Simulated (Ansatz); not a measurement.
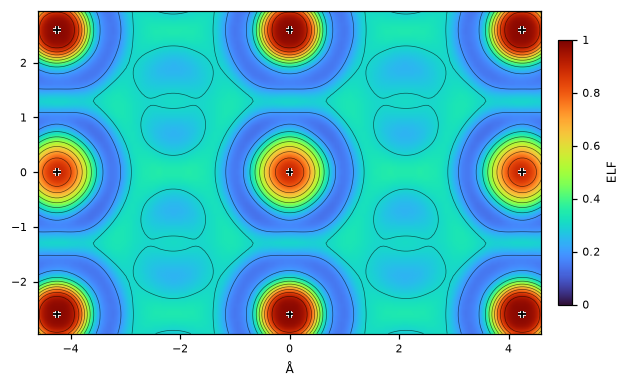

The electron localisation function on a plane through atoms (crosses mark nuclei in the plane).

Theory: DFT PBEsol, scalar-relativistic, plane waves, PAW in Ansatz.

Candidates:
A. Fe3Co, a = 4.25 Å, b = 4.25 Å, c = 2.99 Å, α = 90.00°, β = 90.00°, γ = 90.00°. Space group P4/mmm; a structure from a database of computed crystals, not necessarily the ambient phase; computed pressure about −43 GPa in this cell; computed without spin polarisation.
B. ZnInGaO4, a = 3.31 Å, b = 3.31 Å, c = 25.75 Å, α = 90.00°, β = 90.00°, γ = 120.00°. Space group R3m; a structure from a database of computed crystals, not necessarily the ambient phase.

Which system is this?

Answer. Candidate A: Fe3Co on the (101̄) plane of the conventional cell, which holds Fe and Co. Fe–Co (2.60 Å): the ELF is about 0.30 at the midpoint; no shared electron pair shows on this line.
